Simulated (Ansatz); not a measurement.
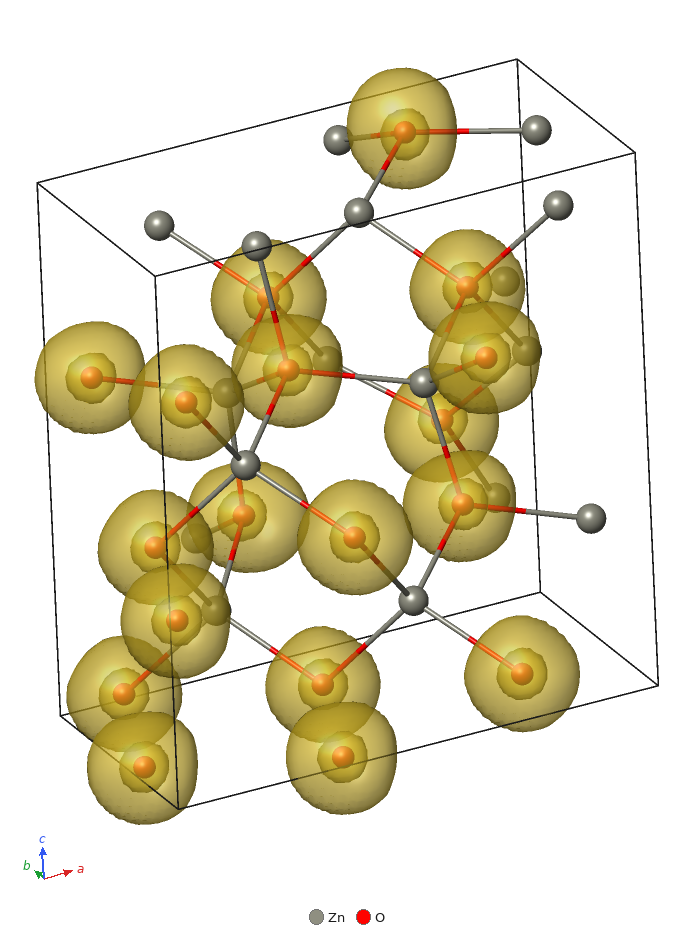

Figure. Zn17O18 (cell with a defect). Isosurface of the electron localisation function at 0.7 (yellow), seen slightly off an axis. Only the valence region is drawn (cores and ρ < 0.01 e/Å³ removed). Sticks mark near contacts.

Spin-polarised.

Computed with DFT PBE, scalar-relativistic, plane waves, PAW (Ansatz).

> Where are the electrons localised?

The surface consists of 18 regions wrapped around O (the valence shell of each), counted in one cell of 35 atoms. Any copies at cell faces, edges or corners count once. Along the contacts the grid gives the following. Zn–O (1.92 Å): the ELF peaks at about 0.85 in the valence shell of O, 0.6 Å from its nucleus, and is about 0.30 at the midpoint (no shared electron pair shows on this line). Zn–O (1.99 Å): the ELF peaks at about 0.85 in the valence shell of O, 0.6 Å from its nucleus, and is about 0.25 at the midpoint: no localised pair shows between them.
